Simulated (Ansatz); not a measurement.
P

```
CELL_PARAMETERS angstrom
6.65436 0.00000 0.00000
-3.32718 5.76284 0.00000
0.00000 0.00000 5.21920
ATOMIC_POSITIONS crystal
P 0.10115 0.74061 0.87415
P 0.25939 0.36054 0.54082
P 0.63946 0.89885 0.20749
P 0.89885 0.25939 0.37415
P 0.74061 0.63946 0.04082
P 0.36054 0.10115 0.70749
P 0.10115 0.36054 0.95918
P 0.63946 0.74061 0.62585
P 0.25939 0.89885 0.29251
P 0.89885 0.63946 0.45918
P 0.36054 0.25939 0.12585
P 0.74061 0.10115 0.79251
```

Space group P6₅22; a structure generated by program, which may or may not match a known phase.

Level of theory: Ansatz, DFT PBE, scalar-relativistic, plane waves, PAW.

Core electrons are frozen (PAW), and the valence fields are smoothed inside the atomic spheres.

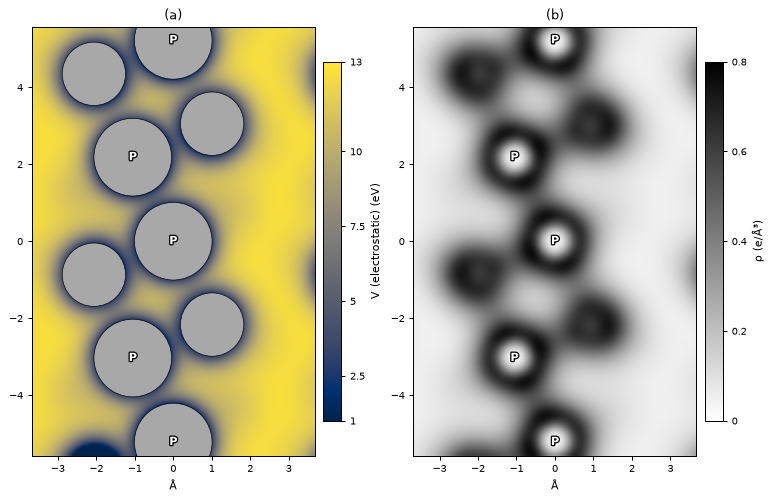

Figure 1. (a) electrostatic potential energy of an electron; (b) valence electron density on the (100) plane of the conventional cell. Grey discs cover the atomic cores in the potential map.

**Interpret the plot.**

Atoms in the plane: P.
Atoms just off the plane (P, 0.6 Å away) can leave unmarked features too.
P–P (2.42 Å): ρ at the midpoint is about 0.54 e/Å³.
Between the atoms the lowest density in this plane is 0.05 e/Å³.
Outside the cores the potential energy rises away from the atoms and is highest about 1.9 Å from the nearest atoms; its zero is arbitrary.

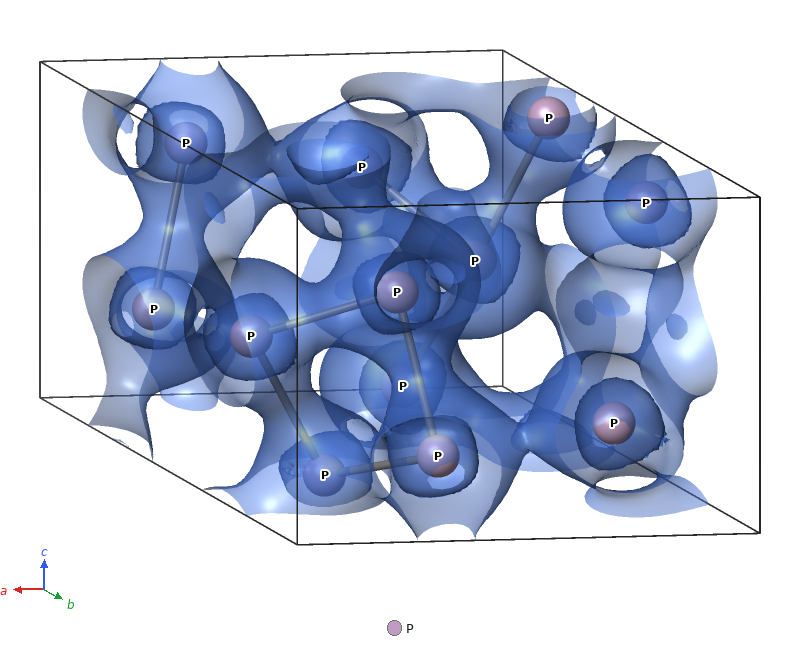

Figure 2. Isosurface of the ELF at 0.65 (blue), seen at an oblique angle. Core shells and regions of very low density are left out. Sticks mark near contacts.

**Describe the localisation domains.**

At this value the surface marks out one network that runs through the whole crystal, counted in one cell of 12 atoms. Regions shared between cells count once. There are no localised bonds or lone pairs at this value. Profiles from the grid: P–P (2.31 Å): the ELF peaks at about 0.85 between the atoms. P–P (2.42 Å): the ELF peaks at about 0.85 between the atoms.

**Metal or insulator at this level of theory?**

It is gapless in this calculation (a metal or semimetal).
